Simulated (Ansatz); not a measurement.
## What a change does: single-point calculation on SnO$_{2}$

System: SnO$_{2}$ (P4₂/mnm, 6 atoms in the cell).
Method of run 1: DFT r2SCAN, scalar-relativistic, plane waves, PAW, no spin polarisation (Ansatz 0.2.0).

The structure derives from an entry of the Crystallography Open Database. Text and figures count atoms from 1; the logs count them from 0 in places.

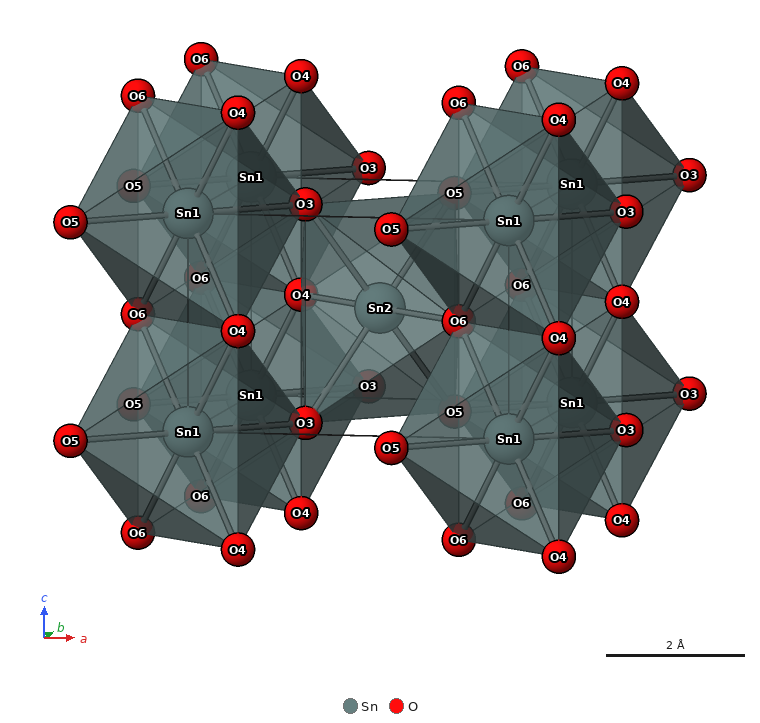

**Figure 1.** The structure (polyhedral view of the cell of the calculation, seen slightly off an axis; polyhedra are completed across the faces of the cell; atoms are numbered from 1 in the order of the input). An atom can appear more than once, as a periodic image.

**Input, run 1**
```yaml
crystal:
  lattice:
    - [4.7602164773, 0.0, 0.0]
    - [0.0, 4.7602164773, 0.0]
    - [0.0, 0.0, 3.2005650988]
  atoms:
    - { symbol: Sn, position: [0.0, 0.0, 0.0] }
    - { symbol: Sn, position: [0.5, 0.5, 0.5] }
    - { symbol: O, position: [0.3058934984, 0.3058934984, 0.0] }
    - { symbol: O, position: [0.1941065016, 0.8058934984, 0.5] }
    - { symbol: O, position: [0.6941065016, 0.6941065016, 0.0] }
    - { symbol: O, position: [0.8058934984, 0.1941065016, 0.5] }
basis:
  ecutwfc: 500
kpoints:
  mp_grid: { grid: [6, 6, 10] }
hamiltonian:
  xc: r2scan
scf:
  occupations: { method: gaussian, width: 0.05 }
output:
  forces: true
  stress: true
  eigenvalues: true
```

Command:
```bash
ansatz run input.yaml --threads 1 --pin off --max-ram 2560MiB --backend cpu --events-out ev --progress --plain --runs-dir out
```

Hardware: 1 thread of Arm Neoverse V1, 24 GiB of memory available, shared host.

**Output, shortened to warnings, some set-up lines, iterations and results (run 1)**
```
Basis set: ecut = 500 eV, 1867 PW (Γ), exchange–correlation on 144×144×96 points (64 copies of the dense FFT grid, shifted against one another)
Symmetry: 16 space group operations
k-points: 60 of 360
Initial density: superposition of atomic densities (neutral atoms: chi_scale 0, normalization atom), corrected by the library's trained network
[...]
SCF iter   1: F=—  HF=-14352.324619 eV  |F-HF|=—  |Δ(HF+E_count)|=         —  Δρ=1.03e-2  dr2=5.59e-2  dr2_τ=2.69e-1  ethr=1.77e-3  ⟨swp⟩=6.0  Hψ=8393  notcnv=0  defer=8
SCF iter   2: F=—  HF=-14352.428856 eV  |F-HF|=—  |Δ(HF+E_count)|=   1.04e-1  Δρ=6.12e-3  dr2=1.49e-2  dr2_τ=9.94e-4  ethr=1.07e-4  ⟨swp⟩=2.0  Hψ=3613  notcnv=0  defer=107
SCF iter   3: F=—  HF=-14352.427892 eV  |F-HF|=—  |Δ(HF+E_count)|=   9.64e-4  Δρ=8.17e-4  dr2=4.54e-4  dr2_τ=9.96e-5  ethr=2.87e-5  ⟨swp⟩=1.0  Hψ=1813  notcnv=0  defer=47
SCF iter   4: F=—  HF=-14352.427979 eV  |F-HF|=—  |Δ(HF+E_count)|=   8.72e-5  Δρ=2.83e-4  dr2=4.18e-5  dr2_τ=4.31e-6  ethr=8.73e-7  ⟨swp⟩=2.0  Hψ=2738  notcnv=0  defer=47
SCF iter   5: F=—  HF=-14352.427986 eV  |F-HF|=—  |Δ(HF+E_count)|=   6.81e-6  Δρ=1.20e-4  dr2=1.21e-5  dr2_τ=7.17e-7  ethr=8.04e-8  ⟨swp⟩=2.1  Hψ=2798  notcnv=0  defer=47
SCF iter   6: F=—  HF=-14352.427983 eV  |F-HF|=—  |Δ(HF+E_count)|=   2.70e-6  Δρ=5.71e-5  dr2=2.51e-6  dr2_τ=7.50e-8  ethr=2.33e-8  ⟨swp⟩=2.1  Hψ=3247  notcnv=0  defer=47
SCF iter   7: F=-14352.427983 eV  HF=-14352.427983 eV  |F-HF|=1.67e-8  |Δ(HF+E_count)|=   6.28e-7  Δρ=7.38e-6  dr2=3.63e-8  dr2_τ=1.99e-9  ethr=1.92e-10  ⟨swp⟩=8.0  Hψ=9299  …
SCF 1 converged in 7 iterations: F = -14352.427983 eV  dr2 = 3.63e-8
SCF converged after 7 iterations
Free energy (F): -14352.427983 eV
Harris-Foulkes:  -14352.427983 eV  (|F-HF|=1.67e-8)
Internal energy: -14352.427983 eV  (E = F + TS)
E sigma→0 (E₀):  -14352.427983 eV
Fermi energy:    9.763848 eV
--- Per-component energies (eV) ---
  E_band       = -164.983020
  E_kinetic    = 1085.739966
  E_local      = -2885.674781  (includes V_loc(G=0)·N_el)
  E_nonlocal   = 131.540657
  E_hartree    = 1502.128719
  E_xc         = -1035.810516
  E_vxc        = -622.678680  (∫ρ·V_xc dr)
  E_paw        = -8986.291987  (= ΣΔE_a)
  E_vpaw       = -917.472104  (= ΣTr[D̂ρ^β])
  E_aug_tail   = 0.003910  (compensation charges beyond the density's cutoff)
  E_vtau       = 39.297184  (kinetic-family band-sum trace: ∫τ·v_τ [+ j·A + Jᵃ·Aᵃ] dr)
  E_ewald      = -4165.406826
  E_core_change = 1.342876  (= ΣΔE_core)
  E_smearing   = -0.000000  (= −TS)
  E_closure    = 0.000000  (closes the sum)
  Σ components = -14352.427983   (vs F -14352.427983, Δ=0.00e0)
--- Forces (eV/Å), atoms counted from 1 ---
  atom   1  Sn     0.00000000    -0.00000000     0.00000000
  atom   2  Sn     0.00000000    -0.00000000     0.00000000
  atom   3  O      0.00166292     0.00166292     0.00000000
  atom   4  O     -0.00166292     0.00166292     0.00000000
  atom   5  O     -0.00166292    -0.00166292     0.00000000
  atom   6  O      0.00166292    -0.00166292     0.00000000
  max |Σ_I F_I| component: 0.00e0 eV/Å
--- Stress (GPa, compression-positive) ---
       -0.016419       0.000000       0.000000
        0.000000      -0.016419       0.000000
        0.000000       0.000000       0.003679
  P = ⅓ Tr σ = -0.0097 GPa (-0.097 kbar)
```

The input of run 2 differs as follows (lines with − go, lines with + come):
```diff
-  mp_grid: { grid: [6, 6, 10] }
+  mp_grid: { grid: [6, 6, 8] }
+  write_density: true
+  write_potential: true
+  elf: true
+  volumetric_format: npy
```

How does run 2 compare with run 1?

The energy doesn't change within 0.01 meV per atom. The number of SCF iterations is the same. The irreducible k-points go from 60 to 50.

**Output, shortened to warnings, some set-up lines, iterations and results (run 2)**
```
Basis set: ecut = 500 eV, 1867 PW (Γ), exchange–correlation on 144×144×96 points (64 copies of the dense FFT grid, shifted against one another)
Symmetry: 16 space group operations
k-points: 50 of 288
Initial density: superposition of atomic densities (neutral atoms: chi_scale 0, normalization atom), corrected by the library's trained network
[...]
SCF iter   1: F=—  HF=-14352.324858 eV  |F-HF|=—  |Δ(HF+E_count)|=         —  Δρ=1.03e-2  dr2=5.59e-2  dr2_τ=2.69e-1  ethr=1.77e-3  ⟨swp⟩=5.9  Hψ=6954  notcnv=0  defer=8
SCF iter   2: F=—  HF=-14352.428844 eV  |F-HF|=—  |Δ(HF+E_count)|=   1.04e-1  Δρ=6.12e-3  dr2=1.49e-2  dr2_τ=9.91e-4  ethr=1.07e-4  ⟨swp⟩=2.0  Hψ=3008  notcnv=0  defer=91
SCF iter   3: F=—  HF=-14352.427863 eV  |F-HF|=—  |Δ(HF+E_count)|=   9.81e-4  Δρ=8.11e-4  dr2=4.48e-4  dr2_τ=9.91e-5  ethr=2.87e-5  ⟨swp⟩=1.0  Hψ=1509  notcnv=0  defer=91
SCF iter   4: F=—  HF=-14352.427955 eV  |F-HF|=—  |Δ(HF+E_count)|=   9.16e-5  Δρ=2.84e-4  dr2=4.21e-5  dr2_τ=4.37e-6  ethr=8.61e-7  ⟨swp⟩=2.1  Hψ=2282  notcnv=0  defer=91
SCF iter   5: F=—  HF=-14352.427962 eV  |F-HF|=—  |Δ(HF+E_count)|=   7.65e-6  Δρ=1.20e-4  dr2=1.21e-5  dr2_τ=7.19e-7  ethr=8.10e-8  ⟨swp⟩=2.1  Hψ=2341  notcnv=0  defer=91
SCF iter   6: F=—  HF=-14352.427960 eV  |F-HF|=—  |Δ(HF+E_count)|=   2.69e-6  Δρ=5.72e-5  dr2=2.51e-6  dr2_τ=7.49e-8  ethr=2.33e-8  ⟨swp⟩=2.1  Hψ=2695  notcnv=0  defer=91
SCF iter   7: F=-14352.427959 eV  HF=-14352.427959 eV  |F-HF|=2.04e-8  |Δ(HF+E_count)|=   6.32e-7  Δρ=7.78e-6  dr2=4.06e-8  dr2_τ=2.12e-9  ethr=1.92e-10  ⟨swp⟩=12.9  Hψ=12623 …
SCF 1 converged in 7 iterations: F = -14352.427959 eV  dr2 = 4.06e-8
SCF converged after 7 iterations
Free energy (F): -14352.427959 eV
Harris-Foulkes:  -14352.427959 eV  (|F-HF|=2.04e-8)
Internal energy: -14352.427959 eV  (E = F + TS)
E sigma→0 (E₀):  -14352.427959 eV
Fermi energy:    9.763854 eV
--- Per-component energies (eV) ---
  E_band       = -164.982877
  E_kinetic    = 1085.740193
  E_local      = -2885.675303  (includes V_loc(G=0)·N_el)
  E_nonlocal   = 131.540831
  E_hartree    = 1502.129179
  E_xc         = -1035.810315
  E_vxc        = -622.678407  (∫ρ·V_xc dr)
  E_paw        = -8986.292504  (= ΣΔE_a)
  E_vpaw       = -917.472858  (= ΣTr[D̂ρ^β])
  E_aug_tail   = 0.003910  (compensation charges beyond the density's cutoff)
  E_vtau       = 39.297159  (kinetic-family band-sum trace: ∫τ·v_τ [+ j·A + Jᵃ·Aᵃ] dr)
  E_ewald      = -4165.406826
  E_core_change = 1.342876  (= ΣΔE_core)
  E_smearing   = -0.000000  (= −TS)
  E_closure    = -0.000000  (closes the sum)
  Σ components = -14352.427959   (vs F -14352.427959, Δ=0.00e0)
--- Forces (eV/Å), atoms counted from 1 ---
  atom   1  Sn     0.00000000    -0.00000000     0.00000000
  atom   2  Sn     0.00000000     0.00000000     0.00000000
  atom   3  O      0.00167200     0.00167200     0.00000000
  atom   4  O     -0.00167200     0.00167200     0.00000000
  atom   5  O     -0.00167200    -0.00167200     0.00000000
  atom   6  O      0.00167200    -0.00167200     0.00000000
  max |Σ_I F_I| component: 0.00e0 eV/Å
--- Stress (GPa, compression-positive) ---
       -0.017306       0.000000       0.000000
        0.000000      -0.017306       0.000000
        0.000000       0.000000       0.003654
  P = ⅓ Tr σ = -0.0103 GPa (-0.103 kbar)
```

**The two runs side by side**

| quantity | run 1 | run 2 |
| --- | --- | --- |
| outcome | converged | converged |
| free energy per atom (eV) | −2392.0713 | −2392.0713 |
| gap on the mesh (eV) | 1.77 | 1.77 |
| pressure (GPa) | −0.01 | −0.01 |
| largest force (eV/Å) | 0.002 | 0.002 |
| SCF iterations | 7 | 7 |
| irreducible k-points | 60 | 50 |
| plane waves at Γ | 1867 | 1867 |
| wall time (shared host) | 20 s | 21 s |
